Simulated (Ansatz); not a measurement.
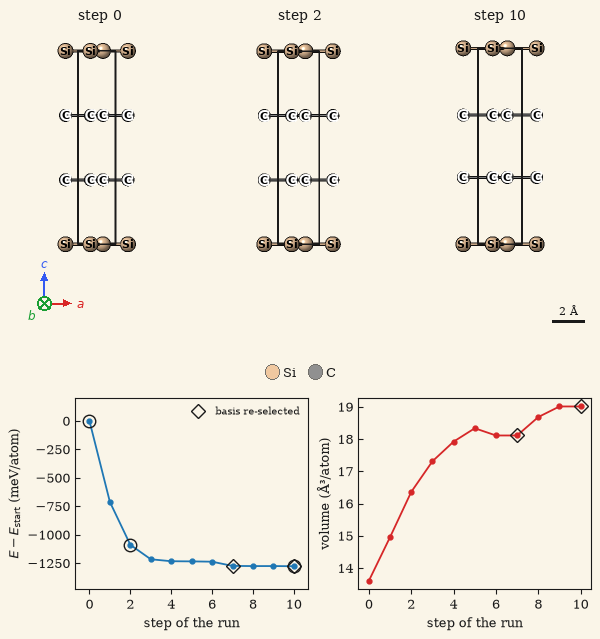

Frames of a relaxation of a crystal of SiC2 (a generated structure, set up in P6/mmm) (coarse preliminary run), marked on the history of the run. The picture is a ball-and-stick view of the cell of the calculation, seen along the b axis.

The calculation used DFT PBE, scalar-relativistic, plane waves, PAW in Ansatz 0.2.0.

Input
```yaml
crystal:
  lattice:
    - [2.76287389, 0.0, 0.0]
    - [-1.38143694, 2.39271897, 0.0]
    - [0.0, 0.0, 12.35081749]
  atoms:
    - { symbol: Si, position: [0.33333333, 0.66666667, 0.0] }
    - { symbol: Si, position: [0.66666667, 0.33333333, 0.0] }
    - { symbol: C, position: [0.33333333, 0.66666667, 0.66666667] }
    - { symbol: C, position: [0.33333333, 0.66666667, 0.33333333] }
    - { symbol: C, position: [0.66666667, 0.33333333, 0.66666667] }
    - { symbol: C, position: [0.66666667, 0.33333333, 0.33333333] }
basis:
  ecutwfc: 420
kpoints:
  mp_grid: { grid: [6, 6, 2] }
hamiltonian:
  xc: pbe
scf:
  occupations: { method: gaussian, width: 0.1 }
  lower_state_search: "off"
output:
  forces: true
  stress: true
  eigenvalues: true
relax:
  adjacent_minimum: "off"
  f_tol: 0.04
  max_steps: 70
  cell: { stress_tol: 0.4 }
```

Run as
```bash
ansatz run input.yaml --threads 1 --pin off --max-ram 2560MiB --backend cpu --events-out ev --progress --plain --runs-dir out
```

What happens along the run?

Answer. The largest moves relative to the cell, 0.097 Å, are those of C3, C4, C5 and C6. C3 goes along −c. Si stays in place. The drawn cell changes as follows: a = b 2.763 → 3.244 Å (+17.4 %), c 12.351 → 12.517 Å (+1.3 %); the volume changes by +39.7 %. Some distances before and after: Si1–Si1 2.763 → 3.244 Å, Si1–Si2 1.595 → 1.873 Å, C3–C5 1.595 → 1.873 Å. The space group stays P6/mmm (No. 191). The energy falls by 1276 meV per atom in 8 accepted moves (10 points after the start). The largest force component goes from 0.017 to 0.0018 eV/Å. Pressure: 73.58 GPa at the start and −0.03 GPa at the end. The SCF was repeated twice at an unchanged geometry on a basis and grid sized afresh for the cell, which shifted the energy by 37.0 meV per atom at most. The run took 11 s on 1 thread of Intel(R) Xeon(R) 6975P-C (Granite Rapids) (shared host), peak memory 0.39 GiB. From step 0 to 2: volume +20.2 %, energy −1088 meV per atom. From step 2 to 10: C atoms move most (0.10 Å), volume +16.2 %, energy −188 meV per atom.

Limits of the set-up: the k-point mesh is coarse for a cell with partly filled bands.
